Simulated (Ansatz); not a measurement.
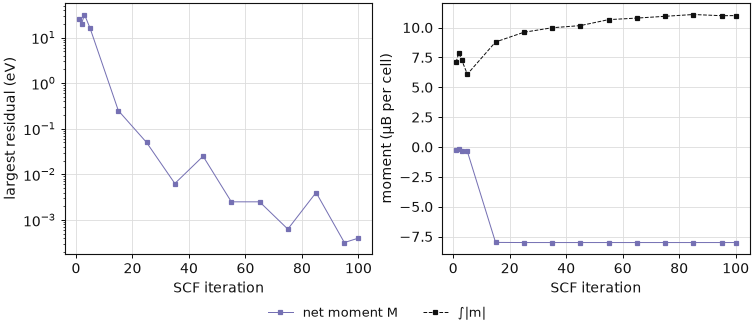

The plot shows the SCF iterations of a calculation: largest residual, magnetic moments. Only some iterations were kept.

System: CuO (P1, 64 atoms in the cell).
Method: DFT, r2SCAN, PAW (an earlier, harder data set), plane waves, scalar-relativistic in Ansatz; cutoff 1050 eV, 1×1×1 k-mesh, Gaussian smearing of 0.1 eV, collinear spins.
Setting under test: MSR1 mixing, default search for lower states.

**How did this run end?**

The run gave up at step 100 without converging. The residual comes down slowly and unevenly, and has reached only 4 × 10⁻⁴ when the run stops.

**What is the residual at the start and at the end?**

It starts near 20 and ends near 4 × 10⁻⁴ eV.

**What happens to the magnetisation?**

The net moment goes from −0.3 to −8.0 μB per cell, though in an unconverged run this needn't be final.
